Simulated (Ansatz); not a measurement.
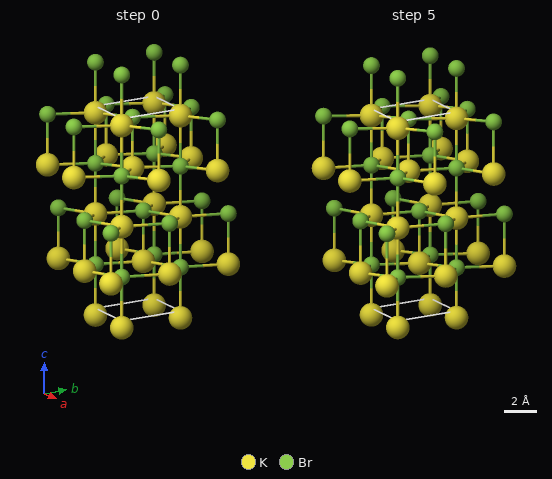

The structure of crystalline KBr (built on the 4H polytype type) before (left) and after (right) a relaxation, at one scale.

The picture is a ball-and-stick view of the cell of the calculation, seen slightly off an axis.

All numbers below come from DFT, r2SCAN+rVV10, plane waves, PAW (Ansatz).

The input:
```yaml
crystal:
  lattice:
    - [5.5067223342, 0.0, 0.0]
    - [-2.7533611671, 4.768961433, 0.0]
    - [0.0, 0.0, 12.9449931766]
  atoms:
    - { symbol: K, position: [0.0, 0.0, -0.0335183084] }
    - { symbol: K, position: [0.3333333333, 0.6666666667, 0.2208009621] }
    - { symbol: K, position: [0.0, 0.0, 0.4664816916] }
    - { symbol: K, position: [0.6666666667, 0.3333333333, 0.7208009621] }
    - { symbol: Br, position: [0.0, 0.0, 0.2168031984] }
    - { symbol: Br, position: [0.3333333333, 0.6666666667, 0.4709141479] }
    - { symbol: Br, position: [0.0, 0.0, 0.7168031984] }
    - { symbol: Br, position: [0.6666666667, 0.3333333333, 0.9709141479] }
kpoints:
  mp_grid: { grid: [6, 6, 2] }
hamiltonian:
  xc: r2scan
  dispersion: rvv10
scf:
  occupations: { method: fermi_dirac, width: 0.03 }
relax:
  f_tol: 0.01
  cell: {}
  max_steps: 120
output:
  write_density: true
  write_potential: true
  elf: true
  volumetric_format: npy
```

Run as
```bash
ansatz run input.yaml --threads 4 --pin off --max-ram 4608MiB --backend cpu --events-out ev --progress --plain --runs-dir out
```

> What changed between the two?

Over 3 accepted moves (5 points after the start) the energy falls by 1.2 meV per atom. The largest force component goes from 0.065 to 0.0056 eV/Å. Pressure: 0.01 GPa at the start and 0.00 GPa at the end. The line search rejected the trial step at point 3 of the run. The SCF was repeated once at an unchanged geometry on a basis and grid sized afresh for the cell, which shifted the energy by less than 0.05 meV per atom at most. The largest moves relative to the cell, 0.084 Å, are those of K2 and K4. K4 goes along −c. Largest moves by element: K 0.084 Å, Br 0.062 Å. The volume changes by −1.3 %, with a = b 5.507 → 5.511 Å (+0.1 %), c 12.945 → 12.757 Å (−1.4 %). Among the contacts that change: K2–Br6 3.238 → 3.336 Å, K1–Br7 3.232 → 3.176 Å, K1–Br5 3.240 → 3.202 Å, K1–Br8 3.180 → 3.184 Å. The space group stays P6_3mc (No. 186). Cost: 100 s on 4 threads of Intel(R) Xeon(R) Platinum 8259CL CPU @ 2.50GHz (Skylake/Cascade Lake), with other jobs on the host, peak memory 1.6 GiB.
